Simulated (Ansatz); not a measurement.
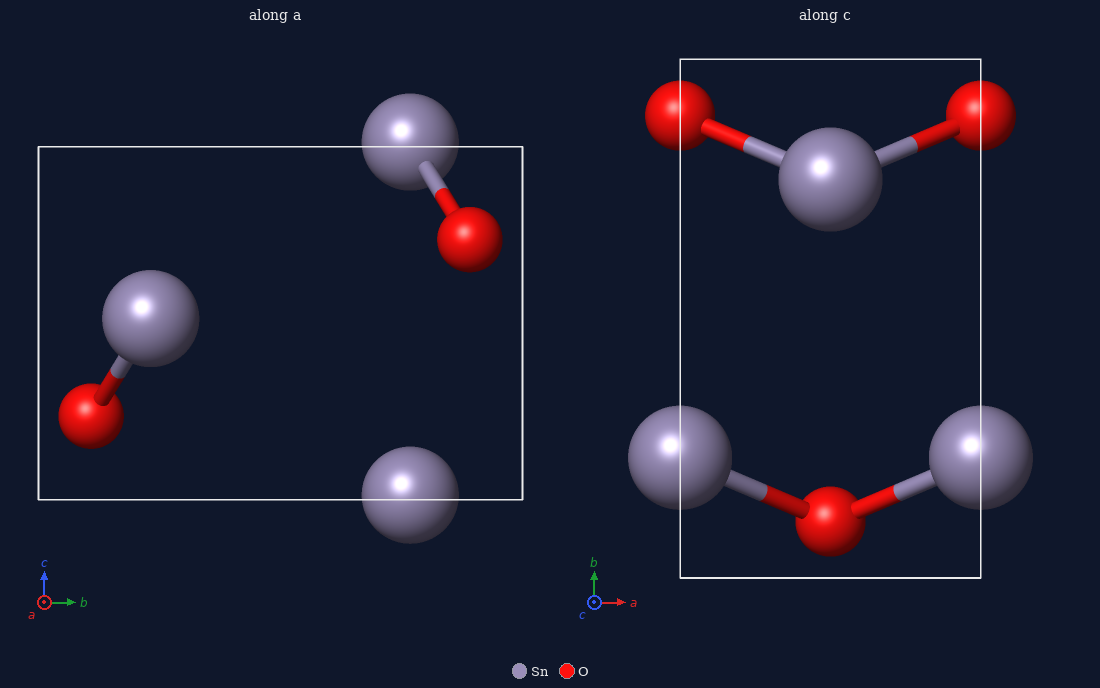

Structure drawing (ball-and-stick), viewed along the a axis and along the c axis. The edges of the simulation cell are marked.

Input for the calculation:
```yaml
crystal:
  lattice:
    - [3.355005, 0.0, 0.0]
    - [0.0, 5.78758608, 0.0]
    - [0.0, 0.0, 4.22197]
  atoms:
    - { symbol: Sn, position: [0.0, 0.231909, 0.513144] }
    - { symbol: Sn, position: [0.5, 0.768091, 0.013144] }
    - { symbol: O, position: [0.0, 0.89125, 0.736857] }
    - { symbol: O, position: [0.5, 0.10875, 0.236857] }
basis:
  ecutwfc: 500
kpoints:
  mp_grid: { grid: [8, 6, 6] }
hamiltonian:
  xc: r2scan
scf:
  occupations: { method: gaussian, width: 0.05 }
output:
  forces: true
  stress: true
  eigenvalues: true
```
Run as:
```sh
ansatz run input.yaml --threads 1 --pin off --max-ram 2560MiB --backend cpu --events-out ev --progress --plain --runs-dir out
```

Run with Ansatz, DFT r2SCAN, scalar-relativistic, plane waves, PAW and these settings: wavefunction cutoff 500 eV, an 8×6×6 grid in reciprocal space, Gaussian smearing of 0.05 eV, no spin polarisation.

What is the band gap, if any?

A semiconductor at this level, with a gap of 1.80 eV on the k-mesh (the true edges may lie between mesh points, so the gap can be somewhat smaller).

Give the pressure and its sign.

The computed pressure is -4.5 GPa (stretched: it would shrink).

Starting structure: a structure listed in the Materials Project. The cell was then strained or its atoms displaced on purpose. It went into a calculation with Ansatz.

At this level of theory the run's own cell isn't at rest (stretched, at -4 GPa and forces up to 1.0 eV/Å), so its distances can differ from those at equilibrium, the more so the softer the solid.
